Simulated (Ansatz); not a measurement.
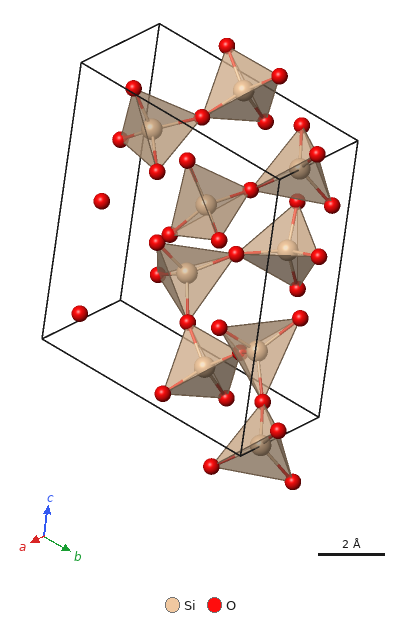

*The structure (polyhedral view of the cell of the calculation, seen slightly off an axis; polyhedra are completed across the faces of the cell). An atom can appear more than once, as a periodic image.*

**Single-point calculation of Si$_{7}$O$_{16}$ (part 1 of 2)**

System: Si$_{7}$O$_{16}$ (defect cell, 23 atoms in the cell).
Method: DFT, PBE, plane waves, PAW, spin-polarised (Ansatz 0.2.0).

The structure derives from a Materials Project entry.

Log
```
Warning: basis.ecutwfc = 299.325248705868 eV is below the records' recommended 420 eV, and the density's cutoff is lower with it unless basis.ecutrho_ratio is high enough to keep the records' density cutoff: compare with a run at a higher cutoff
Engine: ansatz 0.2.0, x86_64-unknown-linux-gnu
Pseudopotentials: kind: paw
Pseudopotential: Si, paw, valence charge 4, recommended cutoff 420 eV (normal), Si.paw.azcp
Pseudopotential: O, paw, valence charge 6, recommended cutoff 420 eV (normal), O.paw.azcp
Functional definition: PBE
  parameter kappa = 0.804
  parameter beta = 0.06672455060314922
  exchange = pbe_x(kappa = kappa, mu = beta*pi^2/3)
  correlation = pbe_c(beta = beta)
Crystal: 23 atoms, lattice volume = 366.866 Å³
Basis set: ecut = 299.325248705868 eV, 4301 PW (Γ), exchange–correlation on 90×90×100 points (8 copies of the dense FFT grid, shifted against one another)
Bands: 86, of which v1, the nominal top of the filled ones, is band 62 counted from 1 (61 counted from 0)
Symmetry: 1 space group operations
Space group: P1 (ITA 1), of the structure as read, at distance tolerance 7.2e-5 Å
Magnetic group: BNS 1.1 (UNI 1), of the structure as read, at distance tolerance 7.2e-5 Å
k-points: 8
Non-local potential: Si, projectors of the file, l = 0: 2, l = 1: 2, l = 2: 2
Non-local potential: O, projectors of the file, l = 0: 2, l = 1: 2, l = 2: 1
PAW form: soft (Blöchl's): semilocal exchange-correlation on the pseudo side does not see the compensation charge
PAW one-centre angular grid: Si, 110 points (default); XC on 64 Gauss nodes
PAW one-centre angular grid: O, 110 points (default); XC on 64 Gauss nodes
Initial density: superposition of atomic densities (chi_scale 0.1, normalization cell, long waves kept (reshape's long-wave potential 0.25 eV rms))
Starting moments: Σ|m| = 2 μB on 4 of 23 sites
Initial wavefunctions: pseudopotential atomic-orbital guess
Functional: x = pbe(κ = 0.804, μ = 0.2195149727645171), c = pbe(β = 0.06672455060314922)
SCF iter   1: F=—  HF=-13544.277780 eV  |F-HF|=—  |Δ(HF+E_count)|=         —  Δρ=5.81e-2 (↑5.53e-2 ↓5.81e-2)  dr2=3.88e1  dr2_m=1.43e0  M=4.000 μB ∫|m|=4.033 μB  β_m=1.00  ethr=3.10e-3  ⟨swp⟩=6.0  Hψ=5915  notcnv=0  defer=103
preconditioner: auto → Resta (q_TF=auto, 2.277 Å⁻¹)  ε∞=2.7  [insulator: Δε(μ)=0.305 eV  Ē_g=16.607 eV  σ=0.010 eV  W_gap=1.00  n_scr=68 (ndim 8)  ℏωp=21.6 eV  f_vac=0.168  D(μ)=0.00/eV (n_scr^D=0)  ε∞_Penn≈2.7]
spin=Collinear: Resta preconditioning applied to the charge; magnetization (m = ρ↑ − ρ↓) channel mixes plain (no charge-response kernel on spin).
SCF iter   2: F=—  HF=-13535.562465 eV  |F-HF|=—  |Δ(HF+E_count)|=    8.72e0  Δρ=2.60e-2 (↑2.60e-2 ↓2.58e-2)  dr2=8.66e0  dr2_m=1.55e-2  M=4.000 μB ∫|m|=4.090 μB  β_m=1.00  ethr=3.10e-3  ⟨swp⟩=2.5  Hψ=2680  notcnv=0  defer=315
SCF iter   3: F=—  HF=-13533.789298 eV  |F-HF|=—  |Δ(HF+E_count)|=    1.77e0  Δρ=1.47e-2 (↑1.42e-2 ↓1.47e-2)  dr2=1.30e0  dr2_m=7.18e-3  M=4.000 μB ∫|m|=4.119 μB  β_m=0.30  ethr=3.10e-3  ⟨swp⟩=2.3  Hψ=2527  notcnv=0  defer=316
SCF iter   4: F=—  HF=-13533.757928 eV  |F-HF|=—  |Δ(HF+E_count)|=   3.14e-2  Δρ=5.06e-3 (↑3.85e-3 ↓5.06e-3)  dr2=2.87e-1  dr2_m=9.03e-3  M=4.000 μB ∫|m|=4.124 μB  β_m=0.30  ethr=1.04e-3  ⟨swp⟩=3.2  Hψ=2425  notcnv=0  defer=318
SCF iter   5: F=—  HF=-13533.772822 eV  |F-HF|=—  |Δ(HF+E_count)|=   1.49e-2  Δρ=2.26e-3 (↑2.12e-3 ↓2.26e-3)  dr2=6.00e-2  dr2_m=2.91e-3  M=4.000 μB ∫|m|=4.130 μB  β_m=0.30  ethr=2.32e-4  ⟨swp⟩=2.4  Hψ=1485  notcnv=0  defer=317
SCF iter   6: F=—  HF=-13533.800734 eV  |F-HF|=—  |Δ(HF+E_count)|=   2.79e-2  Δρ=2.28e-3 (↑1.12e-3 ↓2.28e-3)  dr2=3.61e-2  dr2_m=3.54e-3  M=4.000 μB ∫|m|=4.136 μB  β_m=0.30  ethr=4.84e-5  ⟨swp⟩=2.3  Hψ=1952  notcnv=0  defer=317
SCF iter   7: F=—  HF=-13533.817557 eV  |F-HF|=—  |Δ(HF+E_count)|=   1.68e-2  Δρ=1.42e-3 (↑8.94e-4 ↓1.42e-3)  dr2=1.11e-2  dr2_m=2.03e-3  M=4.000 μB ∫|m|=4.140 μB  β_m=0.30  ethr=2.91e-5  ⟨swp⟩=2.1  Hψ=1469  notcnv=0  defer=317
SCF iter   8: F=—  HF=-13533.826358 eV  |F-HF|=—  |Δ(HF+E_count)|=   8.80e-3  Δρ=8.70e-4 (↑7.00e-4 ↓8.70e-4)  dr2=3.83e-3  dr2_m=1.03e-3  M=4.000 μB ∫|m|=4.143 μB  β_m=0.30  ethr=8.96e-6  ⟨swp⟩=2.2  Hψ=1130  notcnv=0  defer=317
Mixer restart at iter 8: flushing history
spin-set hold released at iteration 8 (site moments contracting): the magnetisation degrees of freedom join the quasi-Newton model from the next iteration; the mixer history was flushed
SCF iter   9: F=—  HF=-13533.830243 eV  |F-HF|=—  |Δ(HF+E_count)|=   3.89e-3  Δρ=5.31e-4 (↑5.31e-4 ↓5.18e-4)  dr2=1.89e-3  dr2_m=3.95e-4  M=4.000 μB ∫|m|=4.146 μB  β_m=0.55  ethr=3.09e-6  ⟨swp⟩=2.0  Hψ=1165  notcnv=0  defer=317
SCF iter  10: F=—  HF=-13533.834984 eV  |F-HF|=—  |Δ(HF+E_count)|=   4.74e-3  Δρ=1.44e-3 (↑2.70e-4 ↓1.44e-3)  dr2=1.10e-2  dr2_m=1.59e-3  M=4.000 μB ∫|m|=4.151 μB  β_m=0.17  ethr=1.53e-6  ⟨swp⟩=2.1  Hψ=1927  notcnv=0  defer=317  recentre
SCF iter  11: F=—  HF=-13533.833171 eV  |F-HF|=—  |Δ(HF+E_count)|=   1.81e-3  Δρ=3.80e-4 (↑3.36e-4 ↓3.80e-4)  dr2=9.88e-4  dr2_m=2.02e-4  M=4.000 μB ∫|m|=4.149 μB  β_m=0.29  ethr=1.53e-6  ⟨swp⟩=2.0  Hψ=1918  notcnv=0  defer=317
SCF iter  12: F=—  HF=-13533.834663 eV  |F-HF|=—  |Δ(HF+E_count)|=   1.49e-3  Δρ=1.76e-4 (↑6.19e-5 ↓1.76e-4)  dr2=1.58e-4  dr2_m=2.91e-5  M=4.000 μB ∫|m|=4.155 μB  β_m=0.33  ethr=7.97e-7  ⟨swp⟩=2.0  Hψ=1807  notcnv=0  defer=317
SCF iter  13: F=—  HF=-13533.834685 eV  |F-HF|=—  |Δ(HF+E_count)|=   2.18e-5  Δρ=5.68e-5 (↑4.39e-5 ↓5.68e-5)  dr2=1.87e-5  dr2_m=4.46e-6  M=4.000 μB ∫|m|=4.156 μB  β_m=0.57  ethr=1.27e-7  ⟨swp⟩=1.5  Hψ=1336  notcnv=0  defer=317
SCF iter  14: F=—  HF=-13533.834514 eV  |F-HF|=—  |Δ(HF+E_count)|=   1.71e-4  Δρ=3.42e-5 (↑1.18e-5 ↓3.42e-5)  dr2=7.54e-6  dr2_m=7.76e-7  M=4.000 μB ∫|m|=4.156 μB  β_m=0.54  ethr=1.51e-8  ⟨swp⟩=2.0  Hψ=2018  notcnv=0  defer=317
SCF iter  15: F=—  HF=-13533.834514 eV  |F-HF|=—  |Δ(HF+E_count)|=   5.42e-7  Δρ=2.82e-5 (↑7.49e-6 ↓2.82e-5)  dr2=4.58e-6  dr2_m=5.21e-7  M=4.000 μB ∫|m|=4.156 μB  β_m=0.41  ethr=6.08e-9  ⟨swp⟩=2.0  Hψ=1715  notcnv=0  defer=317
SCF iter  16: F=—  HF=-13533.834514 eV  |F-HF|=—  |Δ(HF+E_count)|=   3.82e-7  Δρ=6.08e-6 (↑4.17e-6 ↓6.08e-6)  dr2=1.59e-7  dr2_m=5.96e-8  M=4.000 μB ∫|m|=4.156 μB  β_m=0.60  ethr=3.69e-9  ⟨swp⟩=1.9  Hψ=1117  notcnv=0  defer=317
SCF iter  17: F=-13533.834514 eV  HF=-13533.834514 eV  |F-HF|=6.27e-9  |Δ(HF+E_count)|=   1.11e-7  Δρ=2.23e-6 (↑1.45e-6 ↓2.23e-6)  dr2=2.99e-8  dr2_m=5.97e-9  M=4.000 μB ∫|m|=4.156 μB  ethr=8.06e-11  ⟨swp⟩=15.7  Hψ=8254  notcnv=0
SCF 1 converged in 17 iterations: F = -13533.834514 eV  dr2 = 2.99e-8
  greatest PAW one-centre occupation: 0.894 electrons in one spin orbital (limit 2), on the O atom at site 7 (counted from 0), in its partial waves of l = 0
```

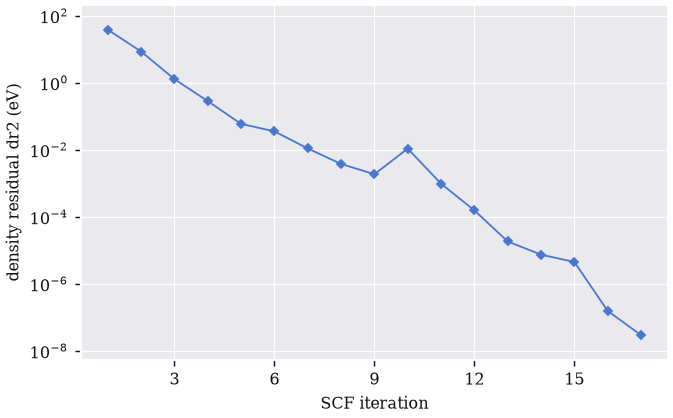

*Convergence of the self-consistent field: density residual dr2 against the SCF iteration.*

The residual comes down, with one marked jump up, by a factor of about 6, at step 10.

```
SCF converged after 17 iterations
Magnetization: 4.0000 μB (64.0000 up, 60.0000 down)
Absolute magnetization: 4.1575 μB (∫|ρ↑−ρ↓|, with the PAW one-centre terms)
Spin contamination: 0.0148 ħ² per cell (⟨S²⟩ above its minimum at these occupations)
Per-site moments (μB) at R_I (Å): [(-0.00022534115872580355, 0.6720861305219997), (-0.0003088330892235662, 0.668060809097403), (0.0004996526275899468, 0.6673365620811404), (-0.0002939540411891429, 0.6683121178883923), (0.0004960506253887346, 0.6672618601704196), (0.000804189865567343, 0.6673912686777638), (0.0007770190948754562, 0.6674243398803028), (0.7171379159570748, 0.6891120765663817), (0.05729105756109317, 0.6738150550655526), (0.03209643950128362, 0.6701977637648472), (0.008290390662592375, 0.6724747373711409), (0.7167371407737018, 0.6891564466837217), (0.05730444895612988, 0.6738359409020338), (0.013877478410062044, 0.6683121178883923), (0.030618300656819888, 0.6672618601704196), (0.032041314645258445, 0.6703307687588954), (0.008398757895732764, 0.6724649032039607), (0.696547850480925, 0.6940421838406436), (0.0072789445800285285, 0.670154352605546), (0.014107208693498163, 0.668060809097403), (0.03050836216181658, 0.6673365620811404), (0.6979291351848401, 0.6941834210004724), (0.007252832643699213, 0.6700831034817035)]
Free energy (F): -13533.834514 eV
Harris-Foulkes:  -13533.834514 eV  (|F-HF|=6.27e-9)
Internal energy: -13533.834514 eV  (E = F + TS)
E sigma→0 (E₀):  -13533.834514 eV
Fermi energy:    1.062032 eV
--- Per-component energies (eV) ---
  E_band       = -803.655339
  E_kinetic    = 3181.182709
  E_local      = -9197.269842  (includes V_loc(G=0)·N_el)
  E_nonlocal   = 891.714157
  E_hartree    = 3378.060941
  E_xc         = -1579.162991
  E_vxc        = -1849.383409  (∫ρ·V_xc dr)
  E_paw        = -6114.461442  (= ΣΔE_a)
  E_vpaw       = -586.173322  (= ΣTr[D̂ρ^β])
  E_aug_tail   = 0.152057  (compensation charges beyond the density's cutoff)
  E_ewald      = -4094.050104
  E_smearing   = -0.000000  (= −TS)
  E_closure    = -0.000000  (closes the sum)
  Σ components = -13533.834514   (vs F -13533.834514, Δ=0.00e0)
--- Forces (eV/Å), atoms counted from 1 ---
  atom   1  Si    -0.00620767    -0.00081424     0.00004216
  atom   2  Si    -0.00404135     0.01088917    -0.02585660
  atom   3  Si     0.00347542     0.01257536    -0.02061366
  atom   4  Si     0.00840911    -0.00485642     0.02230472
  atom   5  Si     0.01604880     0.00633165     0.02705873
  atom   6  Si     0.00280811    -0.00689037     0.00646199
  atom   7  Si    -0.00332849     0.00481068    -0.00766270
  atom   8  O     -0.04094813    -0.04393001     0.01050514
  atom   9  O     -0.00155019    -0.00609143    -0.00556720
  atom  10  O      0.00693910     0.00667186     0.01067116
  atom  11  O      0.01175741    -0.00128352     0.01201710
  atom  12  O     -0.04268075    -0.03145270    -0.01161521
  atom  13  O     -0.00563940    -0.00301743     0.00267746
  atom  14  O     -0.01544473    -0.01189801    -0.01743175
  atom  15  O     -0.00005028    -0.00453939    -0.00363964
  atom  16  O      0.00972409     0.00806101    -0.01090507
  atom  17  O     -0.00425144     0.01069671    -0.01047251
  atom  18  O      0.09780639    -0.02725790     0.02965724
  atom  19  O      0.01503457    -0.00873562    -0.00307228
  atom  20  O     -0.01536005    -0.01257341     0.02150073
  atom  21  O     -0.00282589     0.00064624     0.00187711
  atom  22  O     -0.02361019     0.09433702    -0.02804012
  atom  23  O     -0.00606104     0.00828549     0.00009191
  max |Σ_I F_I| component: 3.53e-5 eV/Å
--- Band table (eV; the first three rows and the last of 16) ---
```
